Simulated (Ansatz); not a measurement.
## Single-point calculation of MoTe₂

The run: single-point calculation of MoTe₂ (slab, 6 atoms in the cell). Method and program: DFT PBE+D3(BJ), scalar-relativistic, plane waves, PAW, PAW set soft_1, no spin polarisation (Ansatz 0.2.0).

The structure derives from an entry of the Crystallography Open Database. Figures and captions count atoms from 1; the log counts them from 0 in places.

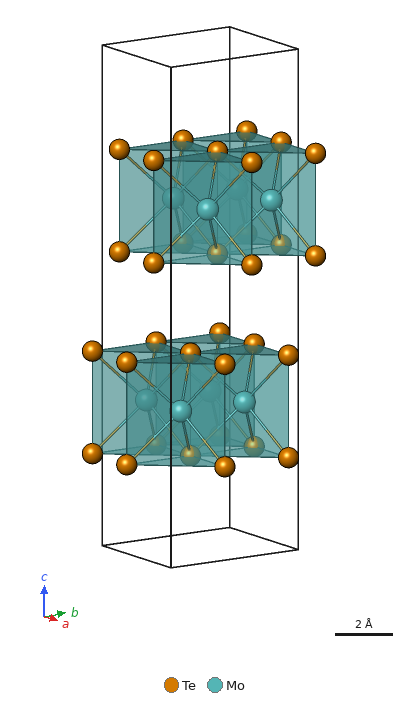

Figure 1. The structure as given in the input (polyhedral view of the 2 × 2 repeat of the cell, with the vacuum cut short, seen slightly off an axis; polyhedra are completed across the faces of the cell). An atom can appear more than once, as a periodic image.

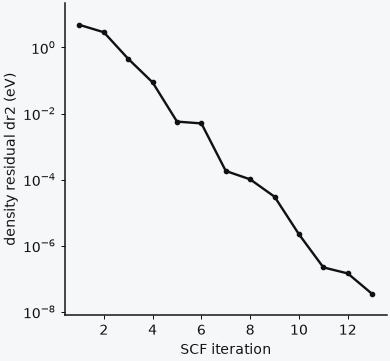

Figure 2. Convergence of the self-consistent field: density residual dr2 against the SCF iteration. The residual falls at every step.

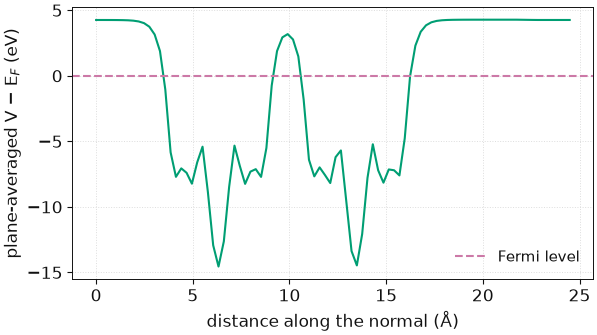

Figure 3. Plane average of the electrostatic potential energy of an electron across the cell, from the Fermi level. The vacuum level lies 4.28 eV above the Fermi level on the upper side and 4.26 eV on the lower.

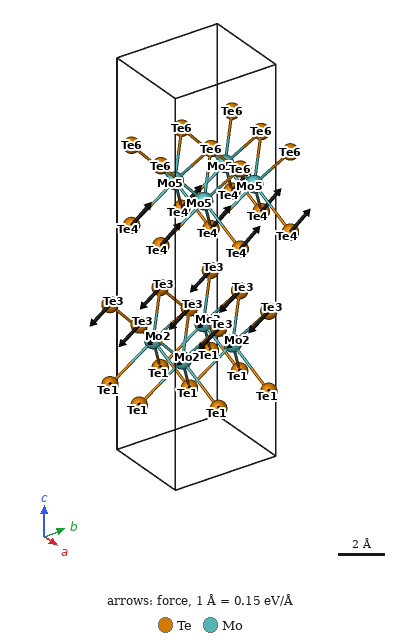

Figure 4. Forces on the atoms as black arrows (ball-and-stick view of the 2 × 2 repeat of the cell, with the vacuum cut short, seen slightly off an axis; bonded neighbours outside the cell are drawn too; atoms are numbered from 1 in the order of the input); the smallest are left out. The largest act on Te3, Te4 (0.20 eV/Å). The geometry is not a stationary point of this energy.

The input and output of the run follow.

Input file
```yaml
crystal:
  lattice:
    - [3.5038816881, 0.0, 0.0]
    - [-1.751940844, 3.0344505538, 0.0]
    - [0.0, 0.0, 24.7677198395]
  atoms:
    - { symbol: Te, position: [0.3333333333, 0.6666666667, 0.1816881017] }
    - { symbol: Mo, position: [0.6666666667, 0.3333333333, 0.2550468917] }
    - { symbol: Te, position: [0.3333333333, 0.6666666667, 0.3284056818] }
    - { symbol: Te, position: [0.5, 1.0, 0.468911147] }
    - { symbol: Mo, position: [0.8333333333, 0.6666666667, 0.5422699371] }
    - { symbol: Te, position: [0.5, 1.0, 0.6156287272] }
basis:
  ecutwfc: 420
kpoints:
  mp_grid: { grid: [9, 9, 1] }
hamiltonian:
  xc: pbe
  pseudopotentials: { kind: paw, azcp: { folder: soft_1 } }
  dispersion: d3bj
scf:
  occupations: { method: gaussian, width: 0.05 }
output:
  forces: true
  eigenvalues: true
efield:
  axis: 3
  dipole_correction: true
  ramp_width: 0.04
```

Command:
```bash
ansatz run input.yaml --threads 2 --pin off --max-ram 6144MiB --backend cpu --events-out ev --progress --plain --runs-dir out
```

Log
```
Engine: ansatz 0.2.0, aarch64-unknown-linux-gnu
Pseudopotentials: kind: paw
Pseudopotential: Te, paw, valence charge 16, recommended cutoff 420 eV (normal), [file]
Pseudopotential: Mo, paw, valence charge 14, recommended cutoff 420 eV (normal), [file]
Functional definition: PBE
  parameter kappa = 0.804
  parameter beta = 0.06672455060314922
  exchange = pbe_x(kappa = kappa, mu = beta*pi^2/3)
  correlation = pbe_c(beta = beta)
Crystal: 6 atoms, lattice volume = 263.339 Å³
Basis set: ecut = 420 eV, 5141 PW (Γ), exchange–correlation on 48×48×360 points (8 copies of the dense FFT grid, shifted against one another)
Bands: 56, of which v1, the nominal top of the filled ones, is band 46 counted from 1 (45 counted from 0)
Symmetry: 2 space group operations
Space group: Cm (ITA 8), of the structure as read, at distance tolerance 6.4e-5 Å
k-points: 25 of 81 (time reversal used)
Non-local potential: Te, projectors of the file, l = 0: 2, l = 1: 2, l = 2: 2, l = 3: 1
Non-local potential: Mo, projectors of the file, l = 0: 3, l = 1: 2, l = 2: 2, l = 3: 1
PAW form: soft (Blöchl's): semilocal exchange-correlation on the pseudo side does not see the compensation charge
PAW one-centre angular grid: Te, 590 points (default); XC on 64 Gauss nodes
PAW one-centre angular grid: Mo, 590 points (default); XC on 64 Gauss nodes
Initial density: superposition of atomic densities (neutral atoms: chi_scale 0, normalization atom)
Initial wavefunctions: pseudopotential atomic-orbital guess
Functional: x = pbe(κ = 0.804, μ = 0.2195149727645171), c = pbe(β = 0.06672455060314922)
SCF iter   1: F=—  HF=-37837.820071 eV  |F-HF|=—  |Δ(HF+E_count)|=         —  Δρ=3.68e-2  dr2=4.83e0  ethr=3.10e-3  p=-0.000 e·Å  D=-8.90e-8 V/Å  ΔV_dip=0.00 eV  dr2_dipole=1.70e-5  V_vac-E_F(+/−)=4.98/4.98 eV  ⟨swp⟩=11.3  Hψ=6611  notcnv=0
efield: sawtooth ramp at fractional position 0.8787 (placed from the atoms, in the widest stretch of the axis that holds none; the zero of the levels goes with the place), width 0.0400; the density the first Hamiltonian is built on has a dipole p = -0.000 e·Å; the dipole correction subtracts the counter field D = -8.90e-8 V/Å, which shifts the + side's vacuum level by +0.00 eV against the − side's; the planar-averaged density in the ramp window peaks in size at 5.7e-7 e/Å³
preconditioner: auto → Resta (q_TF=auto, 2.290 Å⁻¹)  ε∞=4.2  [insulator: Δε(μ)=1.147 eV  Ē_g=7.691 eV  σ=0.050 eV  W_gap=1.00  n_scr=60 (ndim 8)  ℏωp=13.7 eV  f_vac=0.421  D(μ)=0.00/eV (n_scr^D=0)  ε∞_Penn≈4.2  vacuum switching on, ρ_ref=4.3e-3 e/Å³]
SCF iter   2: F=—  HF=-37836.934719 eV  |F-HF|=—  |Δ(HF+E_count)|=   8.85e-1  Δρ=1.63e-2  dr2=2.89e0  ethr=3.10e-3  p=-0.001 e·Å  D=-5.84e-4 V/Å  ΔV_dip=0.01 eV  dr2_dipole=1.11e-6  V_vac-E_F(+/−)=5.33/5.31 eV  ⟨swp⟩=3.0  Hψ=2563  notcnv=0  defer=74
SCF iter   3: F=—  HF=-37836.642954 eV  |F-HF|=—  |Δ(HF+E_count)|=   2.92e-1  Δρ=1.19e-2  dr2=4.53e-1  ethr=3.10e-3  p=-0.001 e·Å  D=-4.64e-4 V/Å  ΔV_dip=0.01 eV  dr2_dipole=3.42e-6  V_vac-E_F(+/−)=4.60/4.59 eV  ⟨swp⟩=2.6  Hψ=1802  notcnv=0  defer=74
SCF iter   4: F=—  HF=-37836.570066 eV  |F-HF|=—  |Δ(HF+E_count)|=   7.29e-2  Δρ=5.16e-3  dr2=8.76e-2  ethr=4.92e-4  p=-0.001 e·Å  D=-7.12e-4 V/Å  ΔV_dip=0.02 eV  dr2_dipole=3.58e-8  V_vac-E_F(+/−)=4.51/4.50 eV  ⟨swp⟩=2.0  Hψ=1880  notcnv=0  defer=74
SCF iter   5: F=—  HF=-37836.553925 eV  |F-HF|=—  |Δ(HF+E_count)|=   1.61e-2  Δρ=1.03e-3  dr2=5.71e-3  ethr=9.52e-5  p=-0.001 e·Å  D=-6.86e-4 V/Å  ΔV_dip=0.02 eV  dr2_dipole=3.95e-6  V_vac-E_F(+/−)=4.36/4.34 eV  ⟨swp⟩=2.0  Hψ=1902  notcnv=0  defer=74
SCF iter   6: F=—  HF=-37836.553737 eV  |F-HF|=—  |Δ(HF+E_count)|=   1.88e-4  Δρ=4.07e-4  dr2=5.03e-3  ethr=6.21e-6  p=-0.002 e·Å  D=-1.07e-3 V/Å  ΔV_dip=0.03 eV  dr2_dipole=1.22e-5  V_vac-E_F(+/−)=4.35/4.32 eV  ⟨swp⟩=2.2  Hψ=1728  notcnv=0  defer=74
SCF iter   7: F=—  HF=-37836.553533 eV  |F-HF|=—  |Δ(HF+E_count)|=   2.05e-4  Δρ=1.72e-4  dr2=1.83e-4  ethr=5.47e-6  p=-0.001 e·Å  D=-7.76e-4 V/Å  ΔV_dip=0.02 eV  dr2_dipole=8.72e-7  V_vac-E_F(+/−)=4.30/4.28 eV  ⟨swp⟩=2.0  Hψ=1489  notcnv=0  defer=74
SCF iter   8: F=—  HF=-37836.553525 eV  |F-HF|=—  |Δ(HF+E_count)|=   7.83e-6  Δρ=1.05e-4  dr2=1.02e-4  ethr=1.99e-7  p=-0.002 e·Å  D=-1.13e-3 V/Å  ΔV_dip=0.03 eV  dr2_dipole=1.76e-5  V_vac-E_F(+/−)=4.29/4.26 eV  ⟨swp⟩=2.8  Hψ=2064  notcnv=0  defer=74
SCF iter   9: F=—  HF=-37836.553524 eV  |F-HF|=—  |Δ(HF+E_count)|=   3.29e-7  Δρ=6.54e-5  dr2=3.04e-5  ethr=1.11e-7  p=-0.001 e·Å  D=-7.05e-4 V/Å  ΔV_dip=0.02 eV  dr2_dipole=3.74e-6  V_vac-E_F(+/−)=4.28/4.26 eV  ⟨swp⟩=2.0  Hψ=1546  notcnv=0  defer=74
SCF iter  10: F=—  HF=-37836.553565 eV  |F-HF|=—  |Δ(HF+E_count)|=   4.08e-5  Δρ=2.12e-5  dr2=2.22e-6  ethr=3.31e-8  p=-0.001 e·Å  D=-8.15e-4 V/Å  ΔV_dip=0.02 eV  dr2_dipole=9.11e-8  V_vac-E_F(+/−)=4.28/4.26 eV  ⟨swp⟩=2.0  Hψ=1471  notcnv=0  defer=74
SCF iter  11: F=—  HF=-37836.553565 eV  |F-HF|=—  |Δ(HF+E_count)|=   1.46e-7  Δρ=5.87e-6  dr2=2.21e-7  ethr=2.41e-9  p=-0.001 e·Å  D=-8.22e-4 V/Å  ΔV_dip=0.02 eV  dr2_dipole=2.48e-8  V_vac-E_F(+/−)=4.28/4.26 eV  ⟨swp⟩=2.1  Hψ=1847  notcnv=0  defer=74
SCF iter  12: F=—  HF=-37836.553565 eV  |F-HF|=—  |Δ(HF+E_count)|=   1.83e-8  Δρ=3.43e-6  dr2=1.45e-7  ethr=1.09e-10  p=-0.001 e·Å  D=-8.52e-4 V/Å  ΔV_dip=0.02 eV  dr2_dipole=4.96e-8  V_vac-E_F(+/−)=4.28/4.26 eV  ⟨swp⟩=14.8  Hψ=6329  notcnv=0
SCF iter  13: F=-37836.553565 eV  HF=-37836.553565 eV  |F-HF|=3.28e-8  |Δ(HF+E_count)|=   9.71e-9  Δρ=1.68e-6  dr2=3.48e-8  ethr=1.09e-10  p=-0.001 e·Å  D=-8.29e-4 V/Å  ΔV_dip=0.02 eV  dr2_dipole=3.70e-9  V_vac-E_F(+/−)=4.28/4.26 eV  ⟨swp⟩=4.4  Hψ=4204  notcnv=0
SCF 1 converged in 13 iterations: F = -37836.553565 eV  dr2 = 3.48e-8
  greatest PAW one-centre occupation: 0.999 electrons in one spin orbital (limit 2), on the Mo atom at site 1 (counted from 0), in its partial waves of l = 0
SCF converged after 13 iterations
Free energy (F): -37836.553565 eV
Harris-Foulkes:  -37836.553565 eV  (|F-HF|=3.28e-8)
Internal energy: -37836.553565 eV  (E = F + TS)
E sigma→0 (E₀):  -37836.553565 eV
Fermi energy:    5.492159 eV
Dipole field:    D = -0.000900 V/Å  (p = -0.001310 e·Å, saw-weighted, corrected)
Work function:   Φ+ = 4.2809 eV   Φ− = 4.2586 eV
Levels:          The Fermi level and band energies are counted from a zero that moves with the ramp; work functions are not
--- Per-component energies (eV) ---
  E_band       = -1822.850051
  E_kinetic    = 1536.591543
  E_local      = -70502.811261  (includes V_loc(G=0)·N_el)
  E_nonlocal   = 565.229864
  E_hartree    = 34667.287432
  E_xc         = -842.465347
  E_vxc        = -847.528837  (∫ρ·V_xc dr)
  E_paw        = -25112.380821  (= ΣΔE_a)
  E_vpaw       = -1908.921747  (= ΣTr[D̂ρ^β])
  E_aug_tail   = 0.000465  (compensation charges beyond the density's cutoff)
  E_efield     = 0.000001  (sawtooth field / dipole correction)
  E_vefield    = 0.000001  (∫n·V_field dr)
  E_ewald      = 21854.783578
  E_disp       = -2.789019  (pairwise vdW)
  E_smearing   = -0.000000  (= −TS)
  E_closure    = -0.000000  (closes the sum)
  Σ components = -37836.553565   (vs F -37836.553565, Δ=0.00e0)
--- Forces (eV/Å), atoms counted from 1 ---
  atom   1  Te     0.00000000     0.00660323     0.01804408
  atom   2  Mo    -0.00000000    -0.04190998    -0.02956717
  atom   3  Te    -0.00000000    -0.14527923    -0.13693011
  atom   4  Te     0.00000000     0.14209161     0.14616674
  atom   5  Mo     0.00000000     0.03965897     0.01330651
  atom   6  Te    -0.00000000    -0.00116493    -0.01100470
  max |Σ_I F_I| component: 1.53e-5 eV/Å
--- Band table (eV; the first three rows and the last of 25) ---
  k-point 0: bands = ["-55.7327", "-55.7147", "-31.6229", "-31.6209", "-31.6113", "-31.6108", "-31.6053", "-31.6030", "-31.5923", "-31.5922", "-31.5582", "-31.5552", "-31.5408", "-31.5407", "-31.5400", "-31.5391", "-31.5363", "-31.5215", "-31.5206", "-31.5196", "-31.5187", "-31.4994", "-29.9050", "-29.8863", "-29.7368", "-29.7351", "-29.7186", "-29.7179", "-7.8868", "-7.7275", "-6.9841", "-6.7624", "-0.5123", "0.1264", "2.4590", "3.3222", "3.3234", "3.3404", "3.3415", "3.6069", "4.0966", "4.0976", "4.1164", "4.1170", "4.2052", "4.9102", "8.0535", "8.0857", "8.1232", "8.1516", "8.3489", "8.3647", "8.3982", "8.4343", "9.1124", "9.3226"]
  k-point 1: bands = ["-55.7316", "-55.7135", "-31.6201", "-31.6198", "-31.6126", "-31.6087", "-31.6044", "-31.6000", "-31.5940", "-31.5896", "-31.5594", "-31.5560", "-31.5434", "-31.5413", "-31.5407", "-31.5399", "-31.5356", "-31.5242", "-31.5210", "-31.5184", "-31.5174", "-31.4981", "-29.8967", "-29.8780", "-29.7538", "-29.7383", "-29.7349", "-29.7218", "-7.7119", "-7.5529", "-6.8566", "-6.6416", "-0.3237", "0.3133", "2.3334", "2.9356", "2.9628", "3.1784", "3.4648", "3.4863", "3.8723", "3.8964", "3.9936", "4.2343", "4.2739", "4.8857", "7.4003", "7.4889", "7.5121", "7.6429", "7.9303", "8.0759", "8.2061", "8.3081", "9.3528", "9.5565"]
  k-point 2: bands = ["-55.7287", "-55.7106", "-31.6179", "-31.6169", "-31.6130", "-31.6043", "-31.6022", "-31.5970", "-31.5926", "-31.5830", "-31.5631", "-31.5580", "-31.5492", "-31.5432", "-31.5430", "-31.5419", "-31.5331", "-31.5299", "-31.5220", "-31.5153", "-31.5141", "-31.4948", "-29.8757", "-29.8571", "-29.7968", "-29.7777", "-29.7463", "-29.7299", "-7.2158", "-7.0592", "-6.4958", "-6.3020", "0.1590", "0.7647", "1.8905", "1.9829", "2.0457", "2.3552", "3.3848", "3.4190", "3.5648", "3.8461", "3.8774", "4.0208", "4.1170", "4.4162", "6.4226", "6.6769", "7.0531", "7.2364", "7.3805", "7.3989", "8.3723", "8.5532", "9.9053", "10.1093"]
  k-point 24: bands = ["-55.7240", "-55.7059", "-31.6265", "-31.6095", "-31.6061", "-31.6017", "-31.5963", "-31.5902", "-31.5871", "-31.5778", "-31.5694", "-31.5637", "-31.5516", "-31.5510", "-31.5459", "-31.5448", "-31.5307", "-31.5292", "-31.5258", "-31.5113", "-31.5090", "-31.4894", "-29.8474", "-29.8418", "-29.8310", "-29.8232", "-29.7786", "-29.7596", "-6.1628", "-6.0050", "-5.7370", "-5.5817", "0.3674", "0.5017", "0.9895", "1.0879", "1.2971", "1.8337", "1.9829", "2.2413", "2.6469", "2.6895", "3.4363", "3.9252", "4.5229", "4.5658", "6.0236", "6.4624", "6.7066", "6.7357", "6.8893", "7.2067", "8.3113", "8.7871", "10.5740", "11.0131"]
```

Key numbers

- outcome: converged
- electrons treated: 92
- free energy: −37836.5536 eV
- work function, top face: 4.28 eV
- work function, bottom face: 4.26 eV
- Fermi energy: 5.492 eV
- gap on the k-point mesh: 1.06 eV
- work function (upper face): 4.28 eV
- largest force (length of the vector): 0.204 eV/Å
- hardware: 2 threads of Arm Neoverse V2, 24 GiB of memory available, shared host
- wall time: 26 s (CPU time 51 s)
- peak memory: 0.62 GiB
